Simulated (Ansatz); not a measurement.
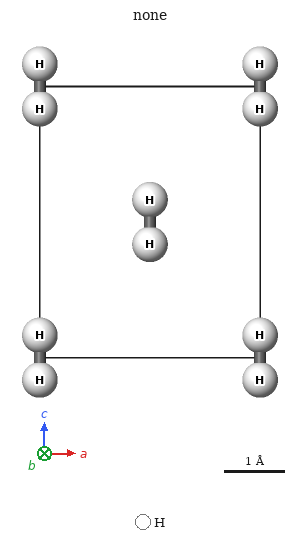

A crystal of H (set up in I4/mmm), relaxed (cell and atoms) with several dispersion corrections. The picture shows the result with none. Style: ball-and-stick. Shown: the conventional cell (2 times the calculation's cell), along the b axis. Lengths and directions refer to the drawn axes.

Computed with Ansatz 0.2.0: PBE, Ansatz PAW. Set-up: plane-wave cutoff 420 eV; k-point mesh 11 × 11 × 11; occupations fermi-dirac; smearing width 0.05 eV; no spin polarisation; cell and atoms relaxed; force threshold 0.01 eV/Å.

```json
{"dispersion correction": "none", "volume (Å³/atom)": "15.737", "a (Å)": "3.712", "c (Å)": "4.569"}
{"dispersion correction": "D3(BJ)-ATM", "volume (Å³/atom)": "?", "a (Å)": "?", "c (Å)": "?"}
{"dispersion correction": "D3(BJ)", "volume (Å³/atom)": "12.344", "a (Å)": "3.413", "c (Å)": "4.237"}
{"dispersion correction": "D4", "volume (Å³/atom)": "12.674", "a (Å)": "3.446", "c (Å)": "4.269"}
```

Fill in the missing row.

Answer. With D3(BJ)-ATM the volume is the smallest of the series, below D3(BJ) (12.344). The calculation gives 12.317 Å³/atom (a = 3.400 Å, c = 4.261 Å). In order of volume: D3(BJ)-ATM < D3(BJ) < D4 < none; the spread is 27.8 %.

Each member starts from this one structure; whether another phase lies lower wasn't checked.
